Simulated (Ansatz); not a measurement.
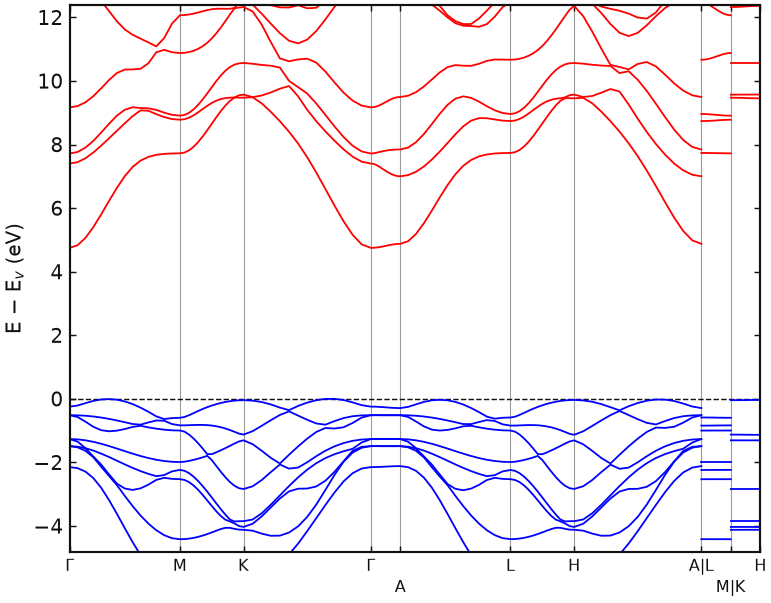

Band structure. Energies are counted from the top of the valence band.

Which Bravais lattice do the labels of the path belong to?

A hexagonal (primitive) lattice: the path Γ–M–K–Γ–A–L–H–A|L–M|K–H runs through the special points of its Brillouin zone.

The material is Al2O3, space group P-6m2, 5 atoms in the cell; a = 2.884 Å, c = 9.337 Å (hexagonal axes).

Ansatz 0.2.0; PBEsol, Ansatz PAW, no spin polarisation, no spin-orbit coupling, 11×11×3 k mesh, 420 eV cutoff.

Metal, semiconductor or insulator, and what is the gap?

The material is gapped. The gap along this path is 4.75 eV and indirect, from the valence-band top between K and Γ to the conduction-band bottom at Γ; the smallest direct gap is 4.99 eV, at Γ. At H the top valence band lies only 0.03 eV lower.

What are the direct gaps at H, M and K?

The direct gaps are 9.49 eV at H, 8.32 eV at M and 9.52 eV at K.

The PAW data sets were made with another functional. LDA, GGA and most meta-GGA functionals understate gaps. The usual form of Al2O3 is corundum.
